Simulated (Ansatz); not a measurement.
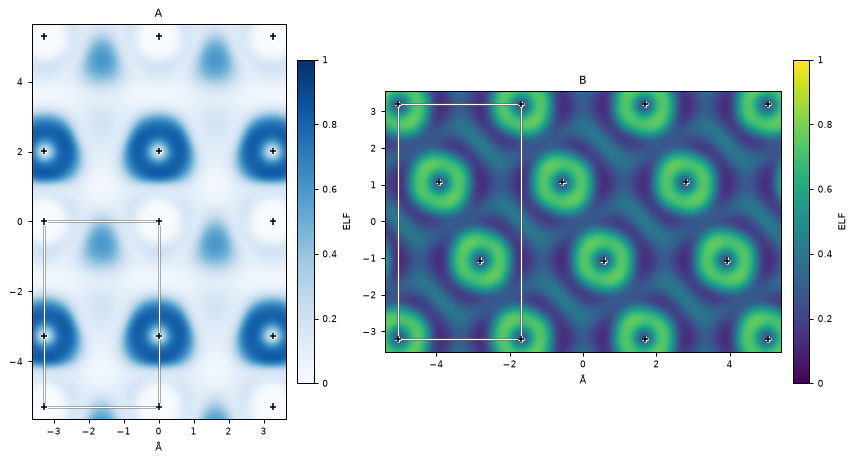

The electron localisation function of 2 systems, each on a plane through atoms (crosses mark nuclei in the plane).

Computed with Ansatz, DFT PBE, scalar-relativistic, plane waves, PAW.

System 1: Mo, the (110) plane of the conventional cell. Space group R-3m; computed pressure about 82 GPa in this cell; computed without spin polarisation.

System 2: ZnO, the (010) plane of the conventional cell. Space group P6₃mc.

```xyz
4
Lattice="3.2791 0.0000 0.0000 -1.6395 2.8398 0.0000 0.0000 0.0000 5.2929" Properties=species:S:1:pos:R:3 pbc="T T T"
Zn    0.0000    1.8932    0.0078
Zn    1.6396    0.9466    2.6543
O     0.0000    1.8932    2.0146
O     1.6396    0.9466    4.6610
```

Which map belongs to which system?

Answer. Panel A is system 2, ZnO: the plane holds Zn and O. Zn–O (2.01 Å): the ELF peaks at about 0.85 in the valence shell of O, 0.6 Å from its nucleus, and is about 0.25 at the midpoint; no shared electron pair shows on this line. Panel B is system 1, Mo: the plane holds Mo. Mo–Mo (2.41 Å): the ELF is about 0.30 at the midpoint: no localised pair shows between them.
